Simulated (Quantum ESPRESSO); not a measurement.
Run report: NiO, relaxation of cell and atoms

NiO (2 atoms in the cell), computed with Kohn-Sham DFT of a periodic cell, PBE, PseudoDojo 0.5 SR PBE standard, spin-polarised (Quantum ESPRESSO 7.5).

The structure derives from an entry of the Crystallography Open Database. The run did not end well.

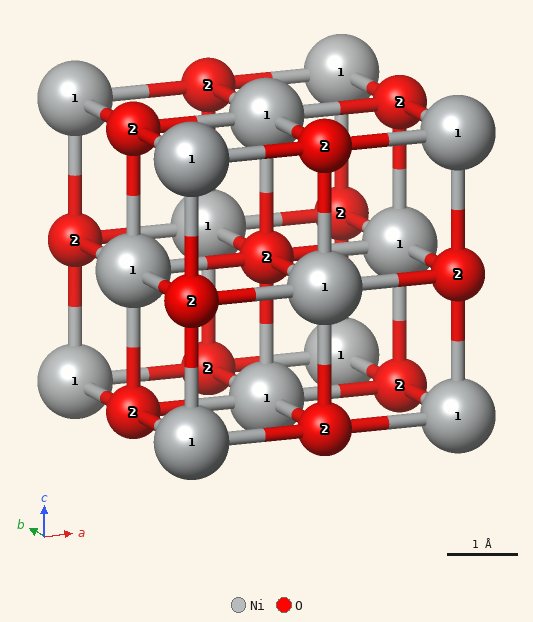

**Figure 1.** The structure (ball-and-stick view of the cell 4 times as large as that of the calculation, set on its symmetry axes, seen slightly off an axis; atoms are numbered from 1 in the order of the input). An atom can appear more than once, as a periodic image. Near neighbours in the periodic cell (some may lie outside the picture): Ni has 6 O at 2.09 Å; O has 6 Ni at 2.09 Å.

What the run reported:

| quantity | value |
| --- | --- |
| outcome | not converged |
| space group (tolerance 0.01 Å) | Fm-3m (225) |
| final volume | 13.45 Å³ |
| final cell | a = 2.669 Å, b = 2.669 Å, c = 2.669 Å, α = 60.00°, β = 60.00°, γ = 60.00° |
| hardware | 1 thread of AMD EPYC (Zen 3), 24 GiB of memory available, shared host |
| wall time | 48 s |
| peak memory | 0.09 GiB |

What went wrong:

Settings chosen away from the usual ones: ecut_scale set to 0.6. The run did not converge. Its last values are not results. Points of doubt noted for this run: coarse mesh.

Input file:
```python
import numpy as np
from ase.calculators.espresso import Espresso, EspressoProfile
from ase.io import read

atoms = read('NiO.cif')
atoms.set_initial_magnetic_moments([1.0, 0.0])

input_data = {
    'control': {'calculation': 'scf', 'prefix': 'pwscf', 'outdir': './tmp', 'tprnfor': True, 'tstress': True, 'disk_io': 'low'},
    'system': {'ecutwfc': 59.0, 'nbnd': 22, 'occupations': 'fixed', 'nspin': 2, 'tot_magnetization': 2.0},
    'electrons': {'conv_thr': 4e-10, 'electron_maxstep': 120, 'mixing_beta': 0.3},
}
pseudopotentials = {'Ni': 'Ni.upf', 'O': 'O.upf'}
profile = EspressoProfile(command='pw.x', pseudo_dir='pseudo')
dft = Espresso(profile=profile, input_data=input_data, pseudopotentials=pseudopotentials, kpts=(4, 4, 4), koffset=(0, 0, 0))
atoms.calc = dft

from ase.optimize import BFGS
from ase.filters import FrechetCellFilter
done = BFGS(FrechetCellFilter(atoms), trajectory='opt.traj').run(fmax=0.02, steps=30)
print('converged', done)
print('cell (A)', np.round(atoms.cell.cellpar(), 5))
print(f'energy {atoms.get_potential_energy():.8f} eV')
print('forces (eV/A)')
print(np.round(atoms.get_forces(), 6))
print('stress (eV/A^3, Voigt)')
print(np.round(atoms.get_stress(), 8))
```

File NiO.cif:
```
data_NiO
_cell_length_a 2.94991039
_cell_length_b 2.94991039
_cell_length_c 2.94991039
_cell_angle_alpha 60.00000000
_cell_angle_beta 60.00000000
_cell_angle_gamma 60.00000000
_space_group_name_H-M_alt 'P1'
_space_group_name_Hall 'P 1'
_space_group_IT_number 1
loop_
_space_group_symop_operation_xyz
'x,y,z'
loop_
_atom_site_label
_atom_site_type_symbol
_atom_site_symmetry_multiplicity
_atom_site_Wyckoff_symbol
_atom_site_fract_x
_atom_site_fract_y
_atom_site_fract_z
_atom_site_occupancy
Ni1 Ni 1 a 0.0000000000 0.0000000000 0.0000000000 1
O1 O 1 a 0.5000000000 0.5000000000 0.5000000000 1
```

Launched with:
```bash
OMP_NUM_THREADS=1 python run.py
```

Log:
```
Step          Energy          fmax
BFGS:    0    -5008.439221       18.381277
BFGS:    1    -5006.752766       13.017115
AssertionError: ((2, 0), 13)
```

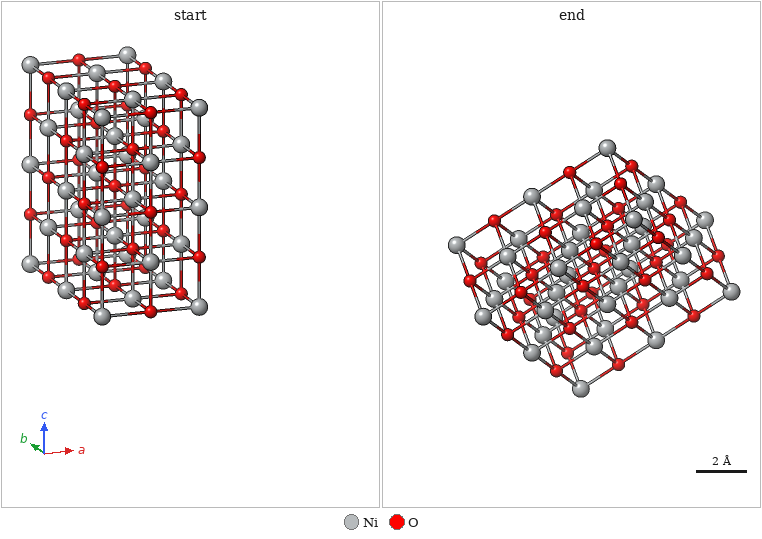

**Figure 2.** Before (left) and after (right) the relaxation, at one scale (ball-and-stick view of the cell 4 times as large as that of the calculation, set on its symmetry axes, repeated 1 × 2 × 2, seen slightly off an axis). The relaxation stopped without meeting its thresholds, so the last structure isn't shown to be converged. After 1 geometry step the energy has risen by 843 meV per atom. All forces vanish by symmetry, so only the cell relaxes. The atoms keep their places relative to the cell (all moves are under 0.005 Å). The drawn cell changes as follows: a = b = c 4.172 → 3.775 Å (−9.5 %); the volume changes by −25.9 %. Distances before and after: Ni1–O2 2.086 → 1.887 Å. The space group stays Fm-3m (No. 225). (Atoms are counted from 1 in the order of the input.)
